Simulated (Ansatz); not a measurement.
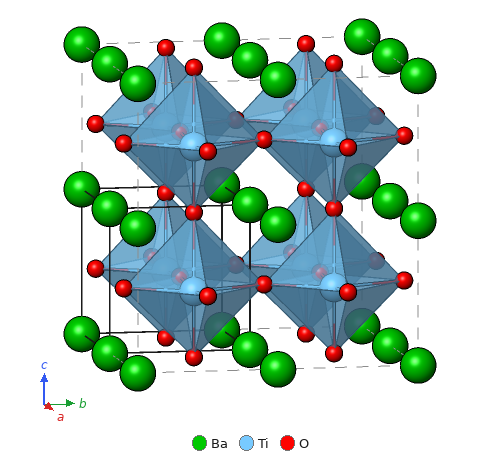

Polyhedra are drawn about Ti (bonds: O–Ti below 2.5 Å); other atoms are plain spheres.

System BaTiO3 (space group P4mm, No. 99); source of the atomic positions: the geometry relaxed with Ansatz, DFT, PBEsol, plane waves, PAW.

Sharing among the drawn polyhedra:

| site | polyhedron | corner-sharing neighbours | edge-sharing | face-sharing | bond (Å) |
| --- | --- | --- | --- | --- | --- |
| Ti | TiO6 octahedron | 6 | 0 | 0 | 1.84–2.21 |

They form a three-dimensional framework of corner-sharing octahedra.
